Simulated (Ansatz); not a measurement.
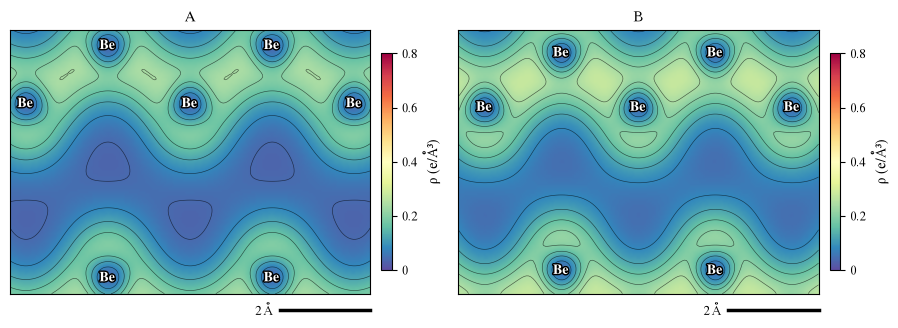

Be. The valence pseudo-density of two cells that differ in size, on the (11̄0) plane of each (indices in the axes of the calculation cell), at one length scale and on one colour scale; one has 13.8 and the other 16.8 Å³ an atom.

The calculation used DFT, r2SCAN, plane waves (500 eV) with PAW, scalar-relativistic (Ansatz).

Core electrons are frozen (PAW), and the valence fields are smoothed inside the atomic spheres.

The larger cell:

```yaml
crystal:
  lattice:
    - [0.00000, 2.56093, 2.56093]
    - [2.56093, 0.00000, 2.56093]
    - [2.56093, 2.56093, 0.00000]
  atoms:
    - { symbol: Be, position: [0.12500, 0.12500, 0.12500] }
    - { symbol: Be, position: [0.87500, 0.87500, 0.87500] }
```

The smaller cell: a = 3.392 Å, b = 3.392 Å, c = 3.392 Å, α = 60.00°, β = 60.00°, γ = 60.00°.

Which panel shows the smaller cell, and what does the compression change?

Answer. Panel B is the smaller cell, by 18 % in volume. From the larger cell to the smaller, Be–Be goes from 2.22 to 2.08 Å, and the density at its midpoint from 0.24 to 0.28 e/Å³; the pressure goes from −4.0 to 4.1 GPa.
